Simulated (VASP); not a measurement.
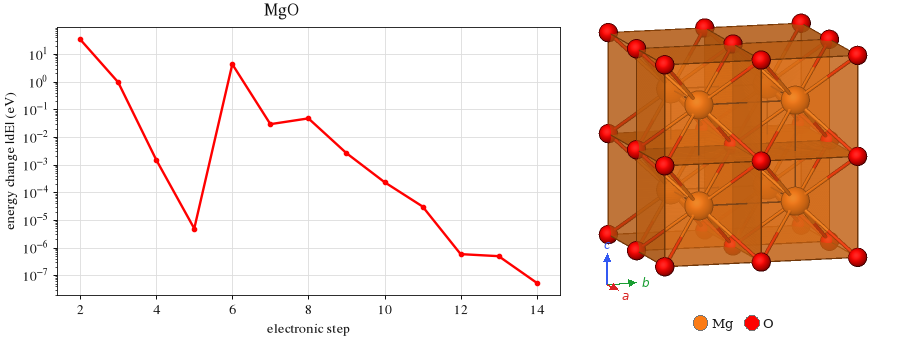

Beside the plot: the structure in its conventional cell.

The plot shows the electronic steps of a calculation: energy change |dE|.

MgO (2 atoms in the cell), run with VASP.

INCAR
```
ENCUT = 520.000000
SIGMA = 0.020000
EDIFF = 1.00e-07
GGA = PE
PREC = Accurate
IBRION = -1
ISIF = 2
ISMEAR = -1
NBANDS = 11
NSW = 0
LASPH = .TRUE.
LCHARG = .FALSE.
LWAVE = .FALSE.
LREAL = .FALSE.
NELM = 98
```

KPOINTS
```
KPOINTS created by Atomic Simulation Environment
0
Gamma
1 1 1
0 0 0
```

POSCAR
```
Mg O
 1.0000000000000000
     2.6233491285000001    0.0000000000000000    0.0000000000000000
     0.0000000000000000    2.6233491285000001    0.0000000000000000
     0.0000000000000000    0.0000000000000000    2.6745044364999999
 Mg  O
   1   1
Cartesian
  0.0000000000000000  0.0000000000000000  0.0000000000000000
  1.3116745642500001  1.3116745642500001  1.3372522182500002
```

Question: Was self-consistency reached?

Answer: It converged, after 14 steps. The energy change comes down, with one marked jump up, by about 6 orders of magnitude, at step 6. The jump at step 6 comes where the charge density, held fixed for the first 5 steps, starts to be updated.

Question: Read the energy change at the first and at the last step drawn.

Answer: It starts near 30 and ends near 5 × 10⁻⁸ eV.

Question: Is anything amiss with this input?

Answer: The input holds a fault (one k point for a small cell). The SCF closed all the same, which doesn't make the results meaningful for the real system.
